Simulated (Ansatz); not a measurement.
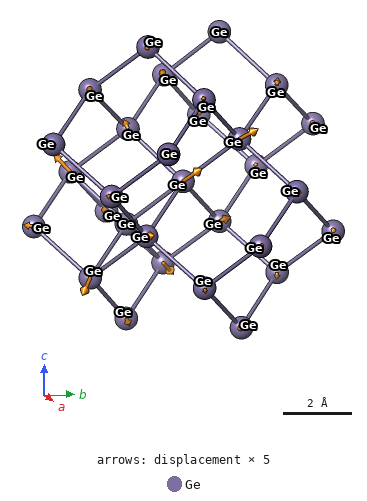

This is a relaxation of a defect cell of composition Ge65 (cell charge +1). The starting structure is drawn; orange arrows show the displacements, magnified 5 times.

The picture is a ball-and-stick view of the atoms within 5.0 Å of the atom that moves most (axes of the cell of the calculation (origin shifted)), seen slightly off an axis.

The calculation used Ansatz, DFT, PBEsol, PAW, plane waves. (plane-wave cutoff 420 eV; k-point mesh 1 × 1 × 1; mesh shifted by (0.25, 0.25, 0.25); collinear spin; atoms relaxed in a fixed cell; force threshold 0.03 eV/Å; at most 80 steps)

Q: What happened in the run?

A: The atom that moves furthest is a Ge atom (0.18 Å roughly along [1 1 1]). The lattice vectors keep their values. Near-neighbour distances that change, for instance: Ge–Ge 2.453 → 2.635 Å, Ge–Ge 2.435 → 2.588 Å, Ge–Ge 2.419 → 2.549 Å, Ge–Ge 2.409 → 2.537 Å. Bond angles that change, for instance: Ge–Ge–Ge 108.1° → 113.0°, Ge–Ge–Ge 107.8° → 112.1°, Ge–Ge–Ge 111.8° → 107.8°. The energy falls by 1.118 eV per cell of the calculation in 4 geometry steps. The largest force component goes from 1.3 to 0.01 eV/Å. The run took 7.1 s on 1 × NVIDIA GB200 with 8 threads of Arm Neoverse-V2, peak memory 2.1 GiB.

Limits of the set-up: the cell is charged, on a uniform background, and energies carry no finite-size correction.
